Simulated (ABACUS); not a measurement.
## A series of single points on Sc

System: Sc (I4/mmm, 1 atom in the cell).
Method: Kohn-Sham DFT of a periodic cell, PBE, PseudoDojo NC SR 0.4.1 PBE standard, no spin polarisation (ABACUS 3.10.1).

The 7 runs differ only in the geometry, by an even scaling of the cell at fixed fractional positions. The structure derives from a Materials Project entry.

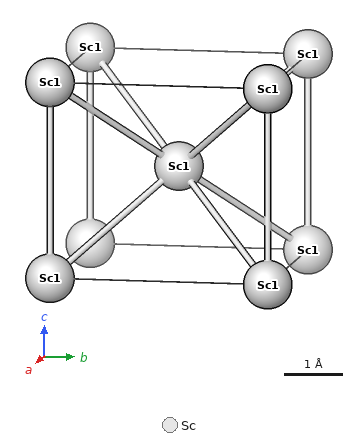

Figure 1. The structure of run 4 (ball-and-stick view of the cell 2 times as large as that of the calculation, set on its symmetry axes, seen slightly off an axis; atoms are numbered from 1 in the order of the input).

### Input file of run 4
```
INPUT_PARAMETERS
suffix              Sc
calculation         scf
basis_type          lcao
pseudo_dir          ./
orbital_dir         ./
symmetry            1
dft_functional      pbe
ecutwfc             100
pseudo_rcut         10
nspin               1
nbands              10
ks_solver           genelpa
smearing_method     fd
smearing_sigma      0.00367493
scf_thr             1e-07
scf_nmax            100
mixing_type         broyden
mixing_beta         0.7
cal_force           1
cal_stress          1
out_mul             1
```

### File STRU of run 4
```
ATOMIC_SPECIES
Sc 44.9559 Sc.upf

NUMERICAL_ORBITAL
Sc_confined-atom_8au_3s2p2d1f.orb

LATTICE_CONSTANT
1.8897261246

LATTICE_VECTORS
-1.9172054859 1.9172054859 1.7176030000
1.9172054859 -1.9172054859 1.7176030000
1.9172054859 1.9172054859 -1.7176030000

ATOMIC_POSITIONS
Direct

Sc
0.0
1
0.0000000000 0.0000000000 0.0000000000 1 1 1
```

### File KPT of run 4
```
K_POINTS
0
Gamma
10 10 10 0 0 0
```

Command:
```bash
OMP_NUM_THREADS=1 mpirun -np 4 abacus > log
```

Run 3 differs from it as follows:
```diff
--1.9172054859 1.9172054859 1.7176030000
-1.9172054859 -1.9172054859 1.7176030000
-1.9172054859 1.9172054859 -1.7176030000
+-1.9043379473 1.9043379473 1.7060751157
+1.9043379473 -1.9043379473 1.7060751157
+1.9043379473 1.9043379473 -1.7060751157
```

### Results, with one run withheld

```csv
run,volume per atom (Å³),"free energy per atom, from the lowest run given (meV)",pressure (GPa)
1,23.738,9.73,2.82
2,24.243,2.81,1.58
3,24.748,?,?
4,25.253,0.00,−0.62
5,25.758,3.51,−1.59
6,26.264,9.94,−2.48
7,26.769,19.09,−3.30
```

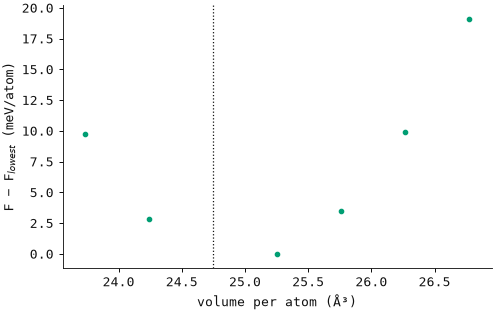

Figure 2. Free energy per atom of the runs given; the dotted line marks run 3.

Fit the runs given and predict run 3.

A cubic polynomial in V^(−2/3) (the Birch–Murnaghan form), fitted to the 6 runs given, misses them by at most 0.01 meV per atom. With x = V^(−2/3) − 0.11604 Å⁻², it reads F = 0.18368 − 1452.2 x + 6.7796e+05 x² − 2.4016e+06 x³ (meV per atom). At run 3 it gives −0.33 meV per atom, and the run itself gives −0.30. The slope of the fit gives a pressure −dF/dV of 0.43 GPa there, and the run prints 0.43 GPa. The fit has its minimum at 24.950 Å³ per atom, where V d²F/dV² gives 52.5 GPa. Cell shape and fractional positions are held, so this is the stiffness under even scaling; the relaxed bulk modulus wasn't computed.

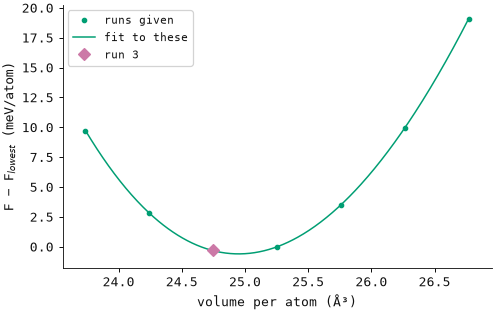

Figure 3. The fit and the withheld run.

### Some lines of the output (run 3)
```
[...]
                             Volume (A^3) = 24.7483
 E_Fermi        0.7018191045         9.5487387868
 E_Fermi        0.6807373699         9.2619070728
 E_Fermi        0.6852197290         9.3228926963
 E_Fermi        0.6845338555         9.3135609091
 E_Fermi        0.6846921932         9.3157152030
 E_Fermi        0.6846514888         9.3151613918
 E_Fermi        0.6846551639         9.3152113940
 E_KS(sigma->0) -96.7793629381       -1316.7507847688
 E_Fermi        0.6846545545         9.3152031029
 final etot is -1316.7613558 eV
 EFERMI = 9.3152031029 eV
 TOTAL-PRESSURE: 4.292642 KBAR
 !FINAL_ETOT_IS -1316.7613557769370800 eV
```

Notes: Points of doubt noted for this run: home made orbitals.
